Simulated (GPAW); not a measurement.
**Optical response of KBr**

Aim: the dielectric function of KBr, and the optical constants that follow from it.

Calculated with GPAW 26.7.0; DFT, PBE, plane-wave PAW (GPAW data sets), scalar-relativistic, RPA, optical limit.

**1. The starting structure**

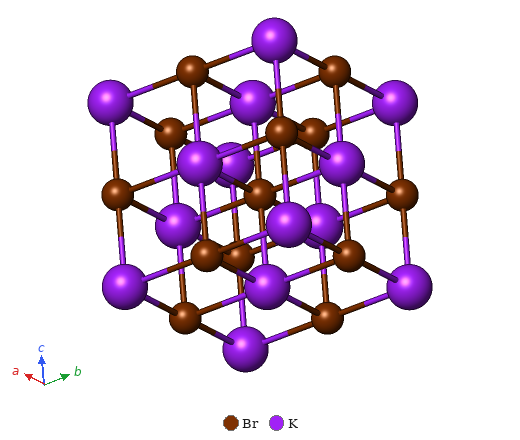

The cell as given, from a free direction (bromine brown, potassium purple). This picture shows the conventional cell, with its axes. Some periodic images of atoms are drawn too.

**2. Ground state**

The self-consistent density comes first; it also tells whether there is a gap, which decides the occupations and the need for a Drude term.

This step: DFT, PBE, plane-wave PAW (GPAW data sets), scalar-relativistic, ground state (GPAW 26.7.0).

The input, gs.py:

```python
from ase import Atoms
from ase.dft.bandgap import bandgap
from gpaw import GPAW, PW, FermiDirac

atoms = Atoms(['Br', 'K'],
              cell=[[0.000000000000, 3.300000000000, 3.300000000000],
                    [3.300000000000, 0.000000000000, 3.300000000000],
                    [3.300000000000, 3.300000000000, 0.000000000000]],
              scaled_positions=[[0.500000000000, 0.500000000000, 0.500000000000],
                                [0.000000000000, 0.000000000000, 0.000000000000]],
              pbc=[True, True, True])
atoms.calc = GPAW(mode=PW(500), xc='PBE', kpts={'size': (6, 6, 6), 'gamma': True},
                  occupations=FermiDirac(0.05), maxiter=150, txt='gs.txt')
print('energy (eV)', atoms.get_potential_energy())
print('Fermi level (eV)', atoms.calc.get_fermi_level())
print('valence electrons', atoms.calc.get_number_of_electrons())
print('gap (eV)', bandgap(atoms.calc, output=None)[0])
print('direct gap (eV)', bandgap(atoms.calc, direct=True, output=None)[0])
atoms.calc.write('gs.gpw')
```

Run with:

```
OMP_NUM_THREADS=1 python gs.py
```

Numbers of over 12 decimals in the logs are rounded to 6 here.

Output:

```text
__  _  _
 | _ |_)|_||  |
 |__||  | ||/\| - 26.7.0

Versions:
  Python: 3.12.14
  ASE:    3.29.0
  Numpy:  2.5.5
  Scipy:  1.18.1
  Libxc:  7.0.0

Input parameters:
  mode=PW(ecut=500.0),
  kpts=MonkhorstPack(size=(6, 6, 6), gamma=True),
  maxiter=150,
  occupations=Occupations(name='fermi-dirac', width=0.05, fixmagmom=False),
  xc=XC(name='PBE')

Diagonalizing LCAO Hamiltonian
Converting LCAO to pw mode

                 Br

       K

Atoms  # Å, Bohr magnetons
|   | symbol |        x |        y |        z |    initial magnetic moments |
| 0 |     Br | 3.300000 | 3.300000 | 3.300000 | ( 0.0000,  0.0000,  0.0000) |
| 1 |      K | 0.000000 | 0.000000 | 0.000000 | ( 0.0000,  0.0000,  0.0000) |

Unit cell  # Å
| periodic |        x |        y |        z |  lengths |    angles |
|      yes | 0.000000 | 3.300000 | 3.300000 | 4.666905 | 60.000000 |
|      yes | 3.300000 | 0.000000 | 3.300000 | 4.666905 | 60.000000 |
|      yes | 3.300000 | 3.300000 | 0.000000 | 4.666905 | 60.000000 |

Number of symmetries: 48
Symmetry operations  # r_c * U_cc + t_c -> r_c
|    | kind |            matrix            |
|  0 |  σ   |  1, 0, 0,  1, 0,-1,  1,-1, 0 |
|  1 |  C2  |  1, 0, 0,  1,-1, 0,  1, 0,-1 |
|  2 |  E   |  1, 0, 0,  0, 1, 0,  0, 0, 1 |
|  3 |  σ   |  1, 0, 0,  0, 0, 1,  0, 1, 0 |
|  4 |  C4  |  1, 0,-1,  1, 0, 0,  1,-1, 0 |
|  5 |  S6  |  1, 0,-1,  1,-1, 0,  1, 0, 0 |
|  6 |  σ   |  1, 0,-1,  0, 1,-1,  0, 0,-1 |
|  7 |  C3  |  1, 0,-1,  0, 0,-1,  0, 1,-1 |
|  8 |  S6  |  1,-1, 0,  1, 0, 0,  1, 0,-1 |
|  9 |  C4  |  1,-1, 0,  1, 0,-1,  1, 0, 0 |
| 10 |  C3  |  1,-1, 0,  0,-1, 1,  0,-1, 0 |
| 11 |  σ   |  1,-1, 0,  0,-1, 0,  0,-1, 1 |
| 12 |  σ   |  0, 1, 0,  1, 0, 0,  0, 0, 1 |
| 13 |  C4  |  0, 1, 0,  0, 1,-1, -1, 1, 0 |
| 14 |  C3  |  0, 1, 0,  0, 0, 1,  1, 0, 0 |
| 15 |  S6  |  0, 1, 0, -1, 1, 0,  0, 1,-1 |
| 16 |  C2  |  0, 1,-1,  1, 0,-1,  0, 0,-1 |
| 17 |  σ   |  0, 1,-1,  0, 1, 0, -1, 1, 0 |
| 18 |  S4  |  0, 1,-1,  0, 0,-1,  1, 0,-1 |
| 19 |  C4  |  0, 1,-1, -1, 1, 0,  0, 1, 0 |
| 20 |  C3  |  0, 0, 1,  1, 0, 0,  0, 1, 0 |
| 21 |  σ   |  0, 0, 1,  0, 1, 0,  1, 0, 0 |
| 22 |  S6  |  0, 0, 1,  0,-1, 1, -1, 0, 1 |
| 23 |  C4  |  0, 0, 1, -1, 0, 1,  0,-1, 1 |
| 24 |  S4  |  0, 0,-1,  1, 0,-1,  0, 1,-1 |
| 25 |  C3  |  0, 0,-1,  0, 1,-1,  1, 0,-1 |
| 26 |  C2  |  0, 0,-1,  0,-1, 0, -1, 0, 0 |
| 27 |  S6  |  0, 0,-1, -1, 0, 0,  0,-1, 0 |
| 28 |  S4  |  0,-1, 1,  1,-1, 0,  0,-1, 0 |
| 29 |  C4  |  0,-1, 1,  0, 0, 1, -1, 0, 1 |
| 30 |  C2  |  0,-1, 1,  0,-1, 0,  1,-1, 0 |
| 31 |  σ   |  0,-1, 1, -1, 0, 1,  0, 0, 1 |
| 32 |  C3  |  0,-1, 0,  1,-1, 0,  0,-1, 1 |
| 33 |  S6  |  0,-1, 0,  0, 0,-1, -1, 0, 0 |
| 34 |  S4  |  0,-1, 0,  0,-1, 1,  1,-1, 0 |
| 35 |  C2  |  0,-1, 0, -1, 0, 0,  0, 0,-1 |
| 36 |  C2  | -1, 1, 0,  0, 1, 0,  0, 1,-1 |
| 37 |  S6  | -1, 1, 0,  0, 1,-1,  0, 1, 0 |
| 38 |  S4  | -1, 1, 0, -1, 0, 1, -1, 0, 0 |
| 39 |  C3  | -1, 1, 0, -1, 0, 0, -1, 0, 1 |
| 40 |  S6  | -1, 0, 1,  0, 0, 1,  0,-1, 1 |
| 41 |  C2  | -1, 0, 1,  0,-1, 1,  0, 0, 1 |
| 42 |  C3  | -1, 0, 1, -1, 1, 0, -1, 0, 0 |
| 43 |  S4  | -1, 0, 1, -1, 0, 0, -1, 1, 0 |
| 44 |  C2  | -1, 0, 0,  0, 0,-1,  0,-1, 0 |
| 45 |  i   | -1, 0, 0,  0,-1, 0,  0, 0,-1 |
| 46 |  σ   | -1, 0, 0, -1, 1, 0, -1, 0, 1 |
| 47 |  C2  | -1, 0, 0, -1, 0, 1, -1, 1, 0 |

BZ-sampling:
  Number of BZ points: 216
  Number of IBZ points: 16

  Monkhorst-Pack size: [6, 6, 6]
  Monkhorst-Pack shift: [0.083333, 0.083333, 0.083333]

K-points  # in reciprocal-cell coordinates
|     |                                coordinates |     weight |
|   0 | (  0.00000000,   0.00000000,   0.00000000) | 0.00462963 |
|   1 | (  0.16666667,   0.16666667,   0.00000000) | 0.02777778 |
|   2 | (  0.16666667,   0.16666667,   0.16666667) | 0.03703704 |
|   3 | (  0.33333333,   0.16666667,   0.16666667) | 0.05555556 |
|   4 | (  0.33333333,   0.33333333,  -0.33333333) | 0.05555556 |
|   5 | (  0.33333333,   0.33333333,   0.00000000) | 0.02777778 |
|   6 | (  0.33333333,   0.33333333,   0.16666667) | 0.11111111 |
|   7 | (  0.33333333,   0.33333333,   0.33333333) | 0.03703704 |
|   8 | (  0.50000000,   0.33333333,  -0.33333333) | 0.11111111 |
|   9 | (  0.50000000,   0.33333333,  -0.16666667) | 0.05555556 |
| ... |                                            |            |
|  15 | (  0.50000000,   0.50000000,   0.50000000) | 0.01851852 |

Plane wave coefficients: 1853
Cutoff: 500.0 eV

Spin-components: 1 (collinear spins)
Bands:           9
Projectors:      10
Spin-degeneracy: 2
Datatype:        complex128

Parallelization:
  kpt:    1
  domain: 1
  band:   1

Density:
  Valence electrons: 16.0
  Components: 1
  Grid points: [25 25 25]
  Charge: 0.0  # |e|

Potential:
  Grid points: [25 25 25]

species:
  Br:
    name:    Bromine
    id:
    Z:       35.0
    valence: 7
    core:    28
    charge:  0.0  # [|e|]
    compensation charges:
      type: gauss
      rc: 0.35  # [Å]
      lmax: 2
    cutoffs:
      filter: 1.98  # [Å]
      core: 2.38  # [Å]
    projectors
    | kind |    occ | energy [eV] | rcut [Å] |
    |   4s |  2.000 |     -20.121 |    1.111 |
    |   4p |  5.000 |      -7.861 |    1.111 |
    |    s |        |       7.091 |    1.111 |
    |    p |        |      19.351 |    1.111 |
    |    d |        |       0.000 |    1.111 |

    Using partial waves for Br as LCAO basis

  K:
    name:    Potassium
    id:
    Z:       19.0
    valence: 9
    core:    10
    charge:  0.0  # [|e|]
    compensation charges:
      type: gauss
      rc: 0.35  # [Å]
      lmax: 2
    cutoffs:
      filter: 1.91  # [Å]
      core: 1.27  # [Å]
    projectors
    | kind |    occ | energy [eV] | rcut [Å] |
    |   3s |  2.000 |     -35.338 |    1.122 |
    |   4s |  1.000 |      -2.319 |    1.122 |
    |   3p |  6.000 |     -18.813 |    1.106 |
    |    p |        |       8.398 |    1.106 |
    |    d |        |       0.000 |    0.937 |

    Using partial waves for K as LCAO basis

Reference energy: -87284.500948  # eV

eigensolver:
  PPCG
  Converge bands: occupied
  niter=2

density mixing:
  MSR1-Mixer
  Pratt-step length: 0.05
  Maximum mixing coefficient: 0.75
  Old densities: 10
  SVD Regularization: 0.005
  Good broyden scale: 1.0
  Trust region scale: 1.0
  Backstep threshold: 4.0
  History deletion threshold: 6.0
  Fourier metric: weight=20.0, sigma=0.015

occupation numbers:
  Fermi-Dirac:
    width: 0.0500  # eV

poisson solver:
  ecut: 4000.0  # eV

xc functional:
  name: PBE with 2 nearest neighbor stencil

convergence criteria:
- Maximum [total energy] change in last 3 cyles: 0.0005 eV / valence electron
- Maximum integral of absolute [dens]ity change: 0.0001 electrons / valence electron
- Maximum integral of absolute [eigenst]ate change: 4e-08 eV^2 / valence electron
maximum number of iterations: 150

SCF iterations
|iter     |      energy | eigst |  dens |
|iter:   1||   -6.500291 | -0.31 |       |
|iter:   2||   -6.477626 | -2.24 | -1.32 |
|iter:   3||   -6.371725 | -1.52 | -1.35 |
|iter:   4||   -6.370980 | -2.78 | -1.68 |
|iter:   5||   -6.373576c| -3.76 | -2.02 |
|iter:   6||   -6.373882c| -4.91 | -2.62 |
|iter:   7||   -6.373894c| -6.18 | -3.49 |
|iter:   8||   -6.373896c| -6.96 | -3.88 |
|iter:   9||   -6.373896c| -7.61c| -4.94c|

Converged in 9 steps
SCF loop duration: 4.191 s (0.466 s/step)
Energy contributions relative to reference atoms: (reference = -87284.500948)

Energy contributions:
  Kinetic:           5.060107
  Coulomb:          -4.293911
  Zero:             -0.665750
  External:          0.000000
  Xc:               -6.474342
  Entropy:          -0.000000
  Spinorbit:         0.000000
  ----------------------------
  Free energy:      -6.373896
  Extrapolated:     -6.373896

dipole moment: (-24.049954, -24.049954, -24.049954)  # |e|*Ang

Fermi level: 1.611
Eigenvalues  # (at kpt = [0.000, 0.000, 0.000])
| band index |      eig [eV] | occ [0-2] |
|          0 |       -27.949 |     2.000 |
|          1 |       -12.477 |     2.000 |
|          2 |       -11.459 |     2.000 |
|          3 |       -11.459 |     2.000 |
|          4 |       -11.459 |     2.000 |
|          5 |        -0.198 |     2.000 |
|          6 |        -0.198 |     2.000 |
|          7 |        -0.198 |     2.000 |
|          8 |         4.243 |     0.000 |

Gap: 4.442 eV
Transition (v -> c):
  (s=0, k=0, n=7, [0.00, 0.00, 0.00]) -> (s=0, k=0, n=8, [0.00, 0.00, 0.00])
No difference between direct/indirect transitions

--- standard output ---
energy (eV) -6.373896
Fermi level (eV) 1.611151
valence electrons 16.0
gap (eV) 4.441543
direct gap (eV) 4.441543
```

Run time: 5.7 s. Hardware: 1 thread of Arm Neoverse V1, shared host; peak memory 0.14 GiB.

This step gave:

```
energy                 : -6.374 eV
Fermi energy           : 1.611 eV
gap on the k-mesh      : 4.442 eV
direct gap on the mesh : 4.442 eV
electrons              : 16
```

There is a gap, 4.44 eV on this mesh (points off the mesh can give less), so no carriers' term is needed.

**3. Bands for the response**

The response needs many more empty bands than the density does.

This step: DFT, PBE, plane-wave PAW (GPAW data sets), scalar-relativistic, bands at fixed density (GPAW 26.7.0).

The input, nscf.py:

```python
from ase.dft.bandgap import bandgap
from gpaw import GPAW, FermiDirac

calc = GPAW('gs.gpw').fixed_density(kpts={'size': (9, 9, 9), 'gamma': True}, nbands=49, convergence={'bands': 43},
                                    occupations=FermiDirac(0.001), txt='nscf.txt')
print('gap (eV)', bandgap(calc, output=None)[0])
print('direct gap (eV)', bandgap(calc, direct=True, output=None)[0])
print('top band over the Fermi level (eV)', min(calc.get_eigenvalues(kpt=k)[42] for k in range(len(calc.get_ibz_k_points()))) - calc.get_fermi_level())
calc.write('full.gpw', mode='all')
```

Run with:

```
OMP_NUM_THREADS=1 python nscf.py
```

Output:

```text
Diagonalizing LCAO Hamiltonian
Converting LCAO to pw mode
convergence criteria:
- Maximum integral of absolute [eigenst]ate change: 4e-08 eV^2 / valence electron
maximum number of iterations: 150

SCF iterations
|iter     |      energy | eigst |  dens |
|iter:   1||             | +3.82 |       |
|iter:   2||             | +2.50 |       |
|iter:   3||             | +1.43 |       |
|iter:   4||             | +0.20 |       |
|iter:   5||             | -0.89 |       |
|iter:   6||             | -1.89 |       |
|iter:   7||             | -2.83 |       |
|iter:   8||             | -3.66 |       |
|iter:   9||             | -4.33 |       |
|iter:  10||             | -4.81 |       |
|iter:  11||             | -5.24 |       |
|iter:  12||             | -5.61 |       |
|iter:  13||             | -5.97 |       |
|iter:  14||             | -6.25 |       |
|iter:  15||             | -6.61 |       |
|iter:  16||             | -6.98 |       |
|iter:  17||             | -7.23 |       |
|iter:  18||             | -7.40c|       |
SCF steps: 18
  __  _  _
 | _ |_)|_||  |
 |__||  | ||/\| - 26.7.0

Versions:
  Python: 3.12.14
  ASE:    3.29.0
  Numpy:  2.5.5
  Scipy:  1.18.1
  Libxc:  7.0.0

Input parameters:
  mode=PW(ecut=500.0),
  convergence={'bands': 43},
  gpts=array([25, 25, 25]),
  kpts=MonkhorstPack(size=(9, 9, 9), gamma=True),
  maxiter=150,
  nbands=49,
  occupations=Occupations(name='fermi-dirac', width=0.001, fixmagmom=False),
  parallel={},
  xc=XC(name='PBE')

--- standard output ---
gap (eV) 4.441543
direct gap (eV) 4.441543
top band over the Fermi level (eV) 30.124211
```

Elapsed: 76 s, on 1 thread; peak memory 0.21 GiB.

**4. Dielectric function, RPA**

Transitions between filled and empty bands, summed over the zone, give the optical response, so mesh, band count and broadening shape it.

The induced potential is part of this response.

This step: DFT, PBE, plane-wave PAW (GPAW data sets), scalar-relativistic, RPA, optical limit (GPAW 26.7.0).

The input, df.py:

```python
from gpaw.response.df import DielectricFunction

df = DielectricFunction('full.gpw', frequencies={'type': 'nonlinear', 'domega0': 0.03, 'omega2': 8},
                        ecut=60,
                        eta=0.1,
                        nbands=43,
                        txt='df.txt')
for direction in ['x']:
    df.get_dielectric_function(xc='RPA', direction=direction, filename=f'df_{direction}.csv')
```

Run with:

```
OMP_NUM_THREADS=1 python df.py
```

Output:

```text
Using integrator: PointIntegrator
NonLinearFrequencyDescriptor(from 0.000 to 63.145 eV, 494 points)
Nonperiodic BCs:  [False False False]
Using integrator: PointIntegrator
NonLinearFrequencyDescriptor(from 0.000 to 63.145 eV, 494 points)
Nonperiodic BCs:  [False False False]

Calculating chi0 body with:
    Ground state adapter containing:
    Number of spins: 1
    Number of kpoints: 729
    Number of irreducible kpoints: 35
    Number of completely occupied states: 8
    Number of partially occupied states: 8

    Linear response parametrization:
    q_c: [0.0, 0.0, 0.0]
    Number of frequency points: 494
    Planewave cutoff: 60.0
    Number of bands: 43
    Number of planewaves: 65
    Broadening (eta): 0.1

Integrating chi0 body.

Symmetries of q_c:
    Direct symmetries (Uq -> q): 48
    Indirect symmetries (TUq -> q): 0
In total 48 allowed symmetries.

35 groups of equivalent kpoints. 95.198903% reduction.

Integral kind: spectral function

Calculating chi0 optical extensions with:
    Ground state adapter containing:
    Number of spins: 1
    Number of kpoints: 729
    Number of irreducible kpoints: 35
    Number of completely occupied states: 8
    Number of partially occupied states: 8

    Linear response parametrization:
    Number of frequency points: 494
    Planewave cutoff: 60.0
    Number of bands: 43
    Number of planewaves: 65
    Broadening (eta): 0.1
Integrating chi0 head and wings.

Symmetries of q_c:
    Direct symmetries (Uq -> q): 48
    Indirect symmetries (TUq -> q): 0
In total 48 allowed symmetries.

35 groups of equivalent kpoints. 95.198903% reduction.

Integral kind: spectral function wings
```

Elapsed: 9.7 s, on 1 thread; peak memory 0.3 GiB.

Read-outs, printed or worked out from the files:

* electronic dielectric constant ε∞, mean over x, y and z (by symmetry where fewer were run): 2.357
* main peak of Im epsilon, first axis: 6.924 eV
* centre of weight of the strongest loss peak in the window: 12.35 eV

Some rows of df_x.csv (energy; Re and Im without local fields; Re and Im with them):

```text
0.000000, 2.823128, 0.000000, 2.356506, 0.000000
0.555532, 2.831062, 0.002877, 2.362069, 0.002017
1.143969, 2.857471, 0.006174, 2.380594, 0.004333
1.768324, 2.908458, 0.010330, 2.416405, 0.007262
2.431988, 2.995350, 0.016242, 2.477610, 0.011466
3.138794, 3.141927, 0.026274, 2.581563, 0.018739
3.893091, 3.414887, 0.051239, 2.779126, 0.037837
4.699832, 4.128864, 0.410266, 3.321342, 0.338867
5.564682, 4.018004, 1.321545, 3.093720, 1.078659
6.494155, 4.244047, 2.806557, 3.141206, 1.776916
7.495775, 1.658578, 3.766054, 1.724798, 2.775039
8.578281, 2.444397, 2.098920, 1.604888, 1.136878
9.751884, 0.406490, 3.383533, 1.648195, 2.181855
11.028587, -0.394968, 0.854670, -0.406452, 1.694193
12.422601, 0.523520, 1.084816, 0.549273, 0.938095
13.950874, 1.808768, 0.484349, 1.044258, 0.150562
15.633783, 0.368866, 0.853934, 1.240881, 0.836692
17.496047, 1.287356, 0.649892, 0.854747, 0.572915
19.567954, 1.285328, 0.754446, 0.615119, 0.701768
```

The Im ε, E ∥ x has structure finer than the step of the table below, so its rows give means over 1 eV, whole bins alone (the curve runs from 0 to 21.9 eV). Peaks (eV: height): 5.6: 1.08, 6.4: 1.86, 6.9: 3.08, 10.0: 2.76, 10.4: 2.58, 16.3: 1.39, 19.1: 0.969.

Values under the direct gap are tails of Lorentzian lines. Table of Im ε, E ∥ x by photon energy; means over each step:

| photon energy (eV) | Im ε, E ∥ x |
| --- | --- |
| 1 | 0.00378 |
| 2 | 0.00869 |
| 3 | 0.0175 |
| 4 | 0.0630 |
| 5 | 0.498 |
| 6 | 1.09 |
| 7 | 2.46 |
| 8 | 1.87 |
| 9 | 1.59 |
| 10 | 2.41 |
| 11 | 1.71 |
| 12 | 0.894 |
| 13 | 0.581 |
| 14 | 0.245 |
| 15 | 0.639 |
| 16 | 1.02 |
| 17 | 0.707 |
| 18 | 0.657 |
| 19 | 0.862 |
| 20 | 0.574 |
| 21 | 0.518 |

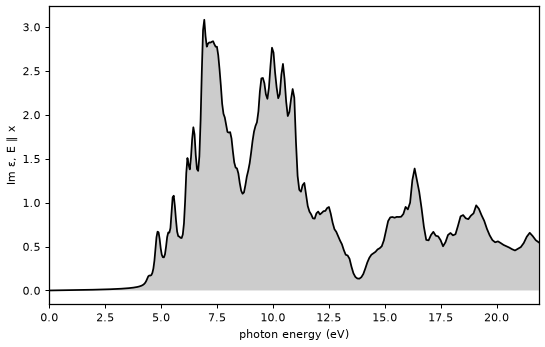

Im ε, E ∥ x against photon energy.

The Re ε, E ∥ x by photon energy:

| photon energy (eV) | Re ε, E ∥ x |
| --- | --- |
| 0 | 2.36 |
| 1 | 2.37 |
| 2 | 2.43 |
| 3 | 2.56 |
| 4 | 2.82 |
| 5 | 2.97 |
| 6 | 3.70 |
| 7 | 2.80 |
| 8 | 1.40 |
| 9 | 2.24 |
| 10 | 1.20 |
| 11 | -0.321 |
| 12 | 0.536 |
| 13 | 0.453 |
| 14 | 1.09 |
| 15 | 1.46 |
| 16 | 1.24 |
| 17 | 0.841 |
| 18 | 1.03 |
| 19 | 0.933 |
| 20 | 0.733 |
| 21 | 0.913 |

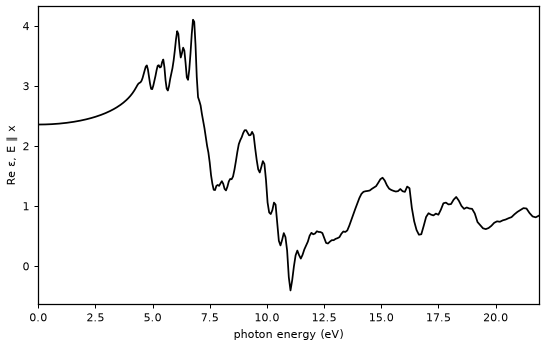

Re ε, E ∥ x against photon energy.

The loss function −Im 1/ε at q → 0, E ∥ x has structure finer than the step of the table below, so its rows give means over 2 eV, whole bins alone (the curve runs from 0 to 21.9 eV). Peaks (eV: height): 8.2: 0.387, 11.6: 1.02, 12.9: 1.09, 16.7: 0.899, 19.6: 0.806, 21.6: 0.581.

Values under the direct gap are tails of Lorentzian lines. Loss function −Im 1/ε at q → 0, E ∥ x against energy loss; means over each step:

| energy loss (eV) | loss function −Im 1/ε at q → 0, E ∥ x |
| --- | --- |
| 2 | 0.00150 |
| 4 | 0.0149 |
| 6 | 0.0844 |
| 8 | 0.286 |
| 10 | 0.330 |
| 12 | 0.892 |
| 14 | 0.405 |
| 16 | 0.473 |
| 18 | 0.482 |
| 20 | 0.638 |

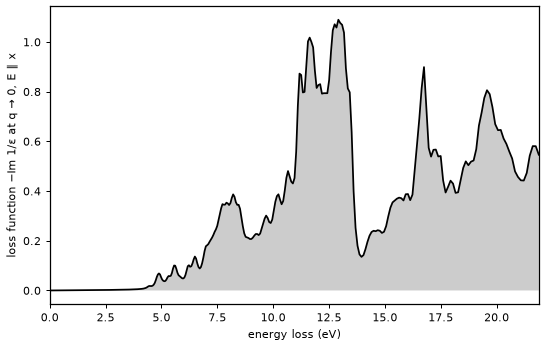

Loss function −Im 1/ε at q → 0, E ∥ x, plotted against energy loss.

The Im ε, E ∥ x has structure finer than the step of the table below, so its rows give means over 2 eV, whole bins alone (the curve runs from 0 to 21.9 eV). Peaks (eV: height): without local fields 6.9: 5.04, 9.3: 4.40, 14.4: 1.80, 20.8: 2.12; with local fields 5.6: 1.08, 6.4: 1.86, 6.9: 3.08, 10.0: 2.76, 10.4: 2.58, 16.3: 1.39, 19.1: 0.969.

Values under the direct gap are tails of Lorentzian lines. Im ε, E ∥ x against photon energy; means over each step:

| photon energy (eV) | without local fields | with local fields |
| --- | --- | --- |
| 2 | 0.0129 | 0.00912 |
| 4 | 0.172 | 0.142 |
| 6 | 1.88 | 1.21 |
| 8 | 3.02 | 1.95 |
| 10 | 2.92 | 2.23 |
| 12 | 0.863 | 0.946 |
| 14 | 1.00 | 0.353 |
| 16 | 0.719 | 0.904 |
| 18 | 0.823 | 0.695 |
| 20 | 1.29 | 0.626 |

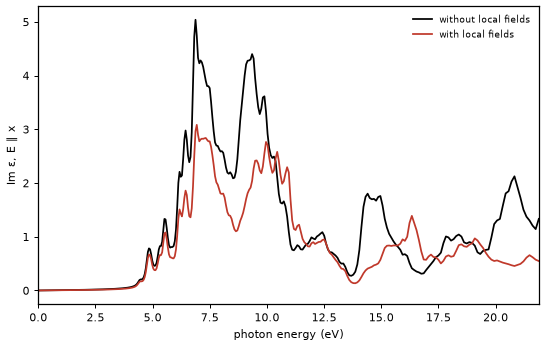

Im ε, E ∥ x against photon energy.

The refractive index n and extinction k by photon energy:

| photon energy (eV) | n | k |
| --- | --- | --- |
| 0 | 1.54 | 0 |
| 1 | 1.54 | 0.00121 |
| 2 | 1.56 | 0.00274 |
| 3 | 1.60 | 0.00529 |
| 4 | 1.68 | 0.0131 |
| 5 | 1.73 | 0.131 |
| 6 | 1.93 | 0.184 |
| 7 | 1.84 | 0.777 |
| 8 | 1.36 | 0.664 |
| 9 | 1.57 | 0.484 |
| 10 | 1.45 | 0.945 |
| 11 | 0.890 | 1.06 |
| 12 | 0.888 | 0.503 |
| 13 | 0.768 | 0.370 |
| 14 | 1.05 | 0.0813 |
| 15 | 1.23 | 0.250 |
| 16 | 1.18 | 0.394 |
| 17 | 0.967 | 0.307 |
| 18 | 1.06 | 0.302 |
| 19 | 1.06 | 0.427 |
| 20 | 0.909 | 0.305 |
| 21 | 0.986 | 0.244 |

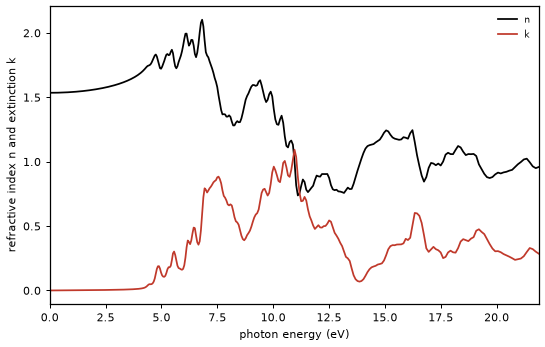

Refractive index n and extinction k, plotted against photon energy.

At chosen wavelengths:

| wavelength (nm) | n | k | R (%) | 1/α |
| --- | --- | --- | --- | --- |
| 1064 | 1.54 | 0.001 | 4.6 | 59 µm |
| 800 | 1.55 | 0.002 | 4.6 | 32 µm |
| 532 | 1.57 | 0.003 | 4.9 | 12 µm |
| 450 | 1.59 | 0.004 | 5.2 | 8.0 µm |
| 405 | 1.60 | 0.006 | 5.4 | 5.8 µm |
| 308 | 1.68 | 0.014 | 6.5 | 1.8 µm |
| 193 | 1.92 | 0.474 | 12.2 | 32 nm |

Below the direct gap, k and the depth come from the tails of the Lorentzian lines, not from transitions.

Rows near the edge hang on the gap, which this functional as a rule makes too small, and phonon-assisted absorption is left out.

**5. Outcome**

* electronic dielectric constant ε∞, mean over x, y and z (by symmetry where fewer were run) (RPA): 2.36
* main peak of Im epsilon, first axis: 6.92 eV
* centre of weight of the strongest loss peak in the window, first axis: 12.3 eV

In words: At this level (PBE, RPA) KBr has ε∞ = 2.36 and n = 1.54 at 1550 nm, and Im ε peaks at 6.9 eV. On the mesh the gap is 4.44 eV and the least direct gap 4.44 eV. Local fields change the static value along x from 2.82 to 2.36 (-17 %). Distinct maxima of Im ε, read by a parabola through the highest points, lie at 6.92 eV (3.1), 9.52 eV (2.4), 9.98 eV (2.8) and 10.44 eV (2.6). Excitons and phonon-assisted transitions are missing; PBE gaps are as a rule too small, which pulls the onset down and ε∞ up. The sum runs over mesh points, so small or evenly spaced maxima can still be ripples of the mesh.

[Machine, clock and banner lines and Python warnings are left out of the logs.]

[Logs are printed without paths, hosts, clocks, repeated set-up lines and the standing remarks that a program may print on its own settings, such as how far it seeks lower states.]

[Hosts, paths, dates, database ids (printed as entryN), source tags and the programs' standing remarks are cut or masked in the printed files.]
